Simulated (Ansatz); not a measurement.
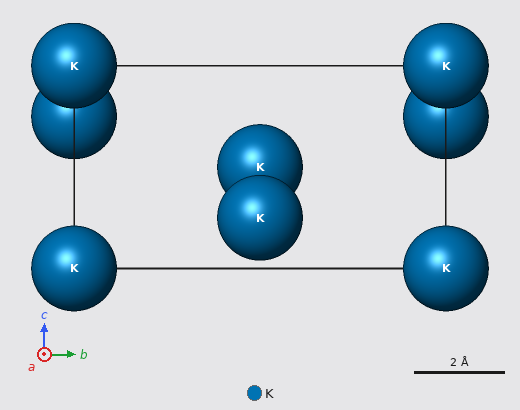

This is the input geometry for a relaxation of solid K (built on the beta-tin_141 type). A spheres-only model of the conventional cell (2 times the calculation's cell), seen along the a axis. Lengths and directions refer to the drawn axes.

Case: beta-tin type (I4_1/amd, No. 141).

Method: DFT PBEsol, scalar-relativistic, plane waves, PAW (Ansatz).

Input file:
```yaml
crystal:
  lattice:
    - [-4.1602502117, 4.1602502117, 2.2694932864]
    - [4.1602502117, -4.1602502117, 2.2694932864]
    - [4.1602502117, 4.1602502117, -2.2694932864]
  atoms:
    - { symbol: K, position: [0.0, 0.0, 0.0] }
    - { symbol: K, position: [0.75, 0.25, 0.5] }
basis:
  ecutwfc: 420
kpoints:
  mp_grid: { grid: [14, 14, 14] }
hamiltonian:
  xc: pbesol
scf:
  occupations: { method: gaussian, width: 0.1 }
output:
  forces: true
  stress: true
  eigenvalues: true
relax:
  adjacent_minimum: "off"
  f_tol: 0.01
  max_steps: 80
  cell: { stress_tol: 0.05 }
```

What does the optimiser find from here?

No atom moves by more than 0.005 Å relative to the cell. The drawn cell changes as follows: a = b 8.321 → 8.138 Å (−2.2 %), c 4.539 → 4.412 Å (−2.8 %); the volume changes by −7.0 %. Among the contacts that change: K1–K1 4.539 → 4.412 Å, K1–K2 4.312 → 4.216 Å. The space group stays I4_1/amd (No. 141). After 2 accepted moves (3 points after the start) the energy has fallen by 6.5 meV per cell of the calculation. All forces vanish by symmetry, so only the cell relaxes. The pressure goes from −0.19 to 0.02 GPa. At 1 point the geometry stayed and the basis and grid were re-selected for the new cell (energy shift of less than 0.05 meV per cell of the calculation at most each time). The run took roughly 2.7 core-minutes on a shared host.

History of the run:

```tsv
step	E − E(0), meV/atom	pressure, GPa	volume, Å³/atom	note
0	0.00	-0.19	78.559	
1	-0.65	-0.17	78.001	
2	-3.24	0.02	73.049	
3	-3.24	0.02	73.049	same geometry, new basis
```

The structure at the end:

```xyz
2
Lattice="-4.0689 4.0689 2.2061 4.0689 -4.0689 2.2061 4.0689 4.0689 -2.2061" Properties=species:S:1:pos:R:3 pbc="T T T"
K     4.0689    4.0689    2.2061
K     0.0000    4.0689    1.1030
```

After the run, drawn alike:

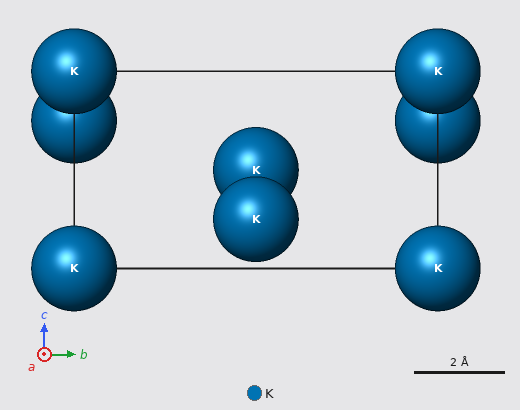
